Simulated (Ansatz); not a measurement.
```xyz
8
Lattice="3.6300 0.0000 0.0000 -1.8150 3.1437 0.0000 0.0000 0.0000 17.7755" Properties=species:S:1:pos:R:3 pbc="T T T"
Ga    0.0000    2.0958    3.2081
Ga    1.8150    1.0479   12.0958
Ga    0.0000    2.0958    5.6796
Ga    1.8150    1.0479   14.5673
S     0.0000    2.0958   11.0131
S     1.8150    1.0479    2.1254
S     0.0000    2.0958   15.6500
S     1.8150    1.0479    6.7623
```

Space group P6₃/mmc; a structure generated by program, which may or may not match a known phase.

Computed with DFT PBE, scalar-relativistic, plane waves, PAW in Ansatz 0.2.0.

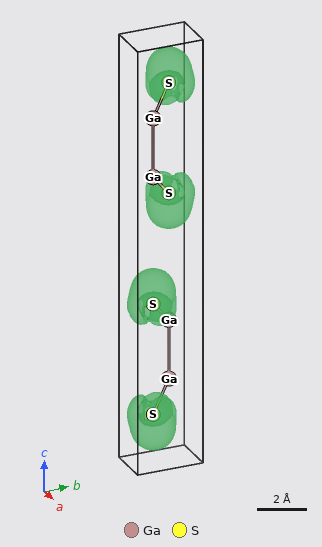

GaS. Isosurface of the electron localisation function at 0.8 (green), seen slightly off an axis. Only the valence region is drawn (cores and ρ < 0.01 e/Å³ removed). Sticks mark near contacts.

Core electrons are frozen (PAW), and the valence fields are smoothed inside the atomic spheres.

Where are the electrons localised?

Answer. The surface consists of four regions wrapped around S (the valence shell of each), counted in one cell of 8 atoms. Any copies at cell faces, edges or corners count once. Profiles from the grid: Ga–S (2.36 Å): the ELF peaks at about 0.90 in the valence shell of S, 0.8 Å from its nucleus, and is about 0.65 at the midpoint. Ga–Ga (2.47 Å): the ELF peaks at about 0.75 between the atoms.

Which way does charge flow, and how much by Bader's partition?

Answer. Electrons move from Ga towards S. Bader charges: Ga +0.82 and S −0.82 e.

Does the calculation give a band gap?

Answer. It is gapped, with a Kohn–Sham gap of 2.0 eV on the k-point mesh (the band edges may lie off the mesh, which would make the gap smaller).
